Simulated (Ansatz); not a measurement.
**C2H6O2 (SMILES OCCO): density, localisation and related maps**

```xyz
10

O     1.5947    0.4775   -0.3586
C     0.4673    0.5675    0.4749
C    -0.4669   -0.6014    0.2630
O    -0.8610   -0.6911   -1.0964
H     1.2722    0.1892   -1.2200
H    -0.0788    1.5095    0.2991
H     0.8210    0.5836    1.5096
H    -1.3345   -0.5283    0.9314
H     0.0554   -1.5356    0.4812
H    -1.4694    0.0291   -1.2842
```

Geometry: PBE0-D4/def2-TZVP.

Level of theory: isolated molecule in a Gaussian basis; Kohn-Sham density functional theory, functional PBE0-DH (Ansatz 0.2.0).

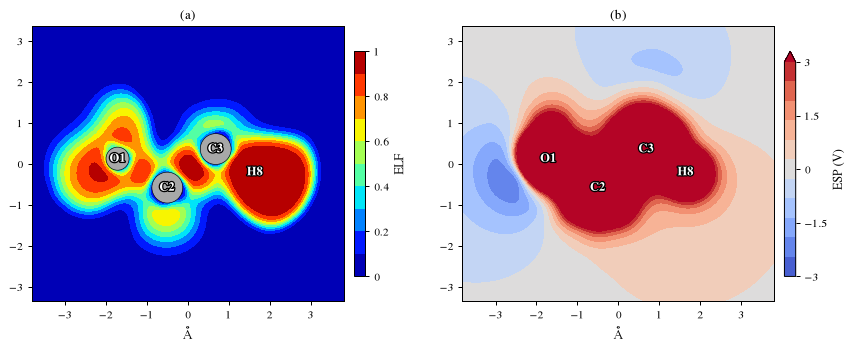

Figure 1. (a) ELF; (b) molecular electrostatic potential on the plane of atoms C2, C3 and H8. Grey discs cover the atomic cores in the ELF map.

What do the fields say about this system?

Answer. Atoms in the plane: O, C and H. C–O (1.40 Å): the ELF peaks at about 0.90 between the atoms; a polar covalent bond. C–C (1.51 Å): the ELF peaks at about 0.95 between the atoms; localised, covalent bonding. C–H (1.10 Å): the ELF climbs to about 1 towards the hydrogen, as it does in any bond to H (a covalent bond by its length). The ELF also peaks beside O1, away from the bonds: lone-pair regions. Outside the dense part of the molecule the potential is most negative (−2.5 V) near O1.

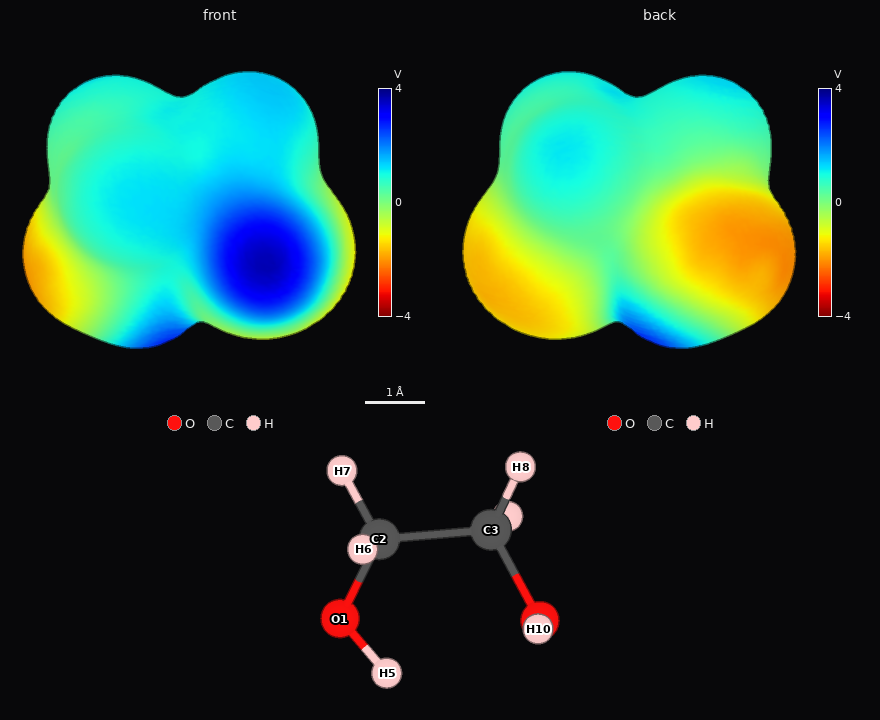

Figure 2. The molecular electrostatic potential painted on the density surface at 0.004 e/bohr³, seen from the front and from behind; red is negative and blue positive. The bare structure is drawn below in the same view.

Which sites attract a positive test charge, and which a negative one?

Answer. A positive charge is drawn to the negative regions and a negative charge to the positive ones. The most negative region (about −2.1 V) lies over O1, the most positive (about +3.5 V) over H10. O1 is the likeliest acceptor of a hydrogen bond.

How polar is the molecule by this calculation?

Answer. Its dipole moment is 2.39 D.

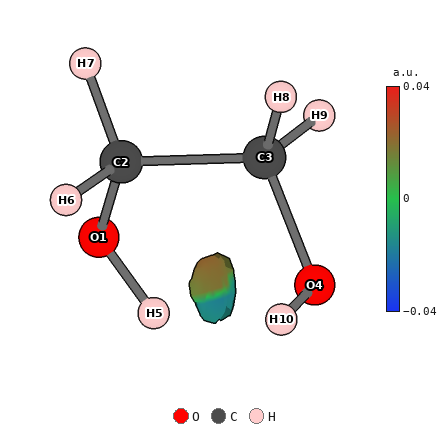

Figure 3. Non-covalent interaction (NCI) plot: the surface where the reduced density gradient is 0.5, for densities under 0.05 a.u., coloured by sign(λ₂)ρ; seen at a tilt.

Identify the weak interactions.

Answer. H5···O4 (2.3 Å): a hydrogen bond (blue, attractive).
